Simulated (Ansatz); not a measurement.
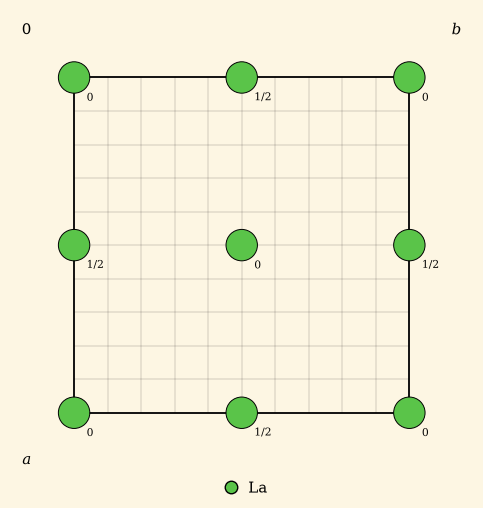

Plan of a unit cell projected along c (a down the page, b across); the numbers are heights as fractions of c, and atoms on the cell's edges are repeated. The grid marks tenths of a and b. Source: coordinates from a relaxation with DFT, PBE, plane waves (420 eV) with PAW, scalar-relativistic in Ansatz; the starting structure was generated, so it need not be a known form of this composition. Geometry calculated from the standardised cell; symmetry tolerance 0.002 Å.

a = 5.305 Å, b = 5.305 Å, c = 5.305 Å, α = 90.00°, β = 90.00°, γ = 90.00°.

What does the cell contain?

Answer. 4 La: La, Z = 4.

Which space group?

Answer. Fm-3m, No. 225, face-centred cubic.

Give the independent sites, coordinates to two places.

Answer.
| atom | site | symmetry | x | y | z |
| --- | --- | --- | --- | --- | --- |
| La | 4a | m-3m | 0.00 | 0.00 | 0.00 |
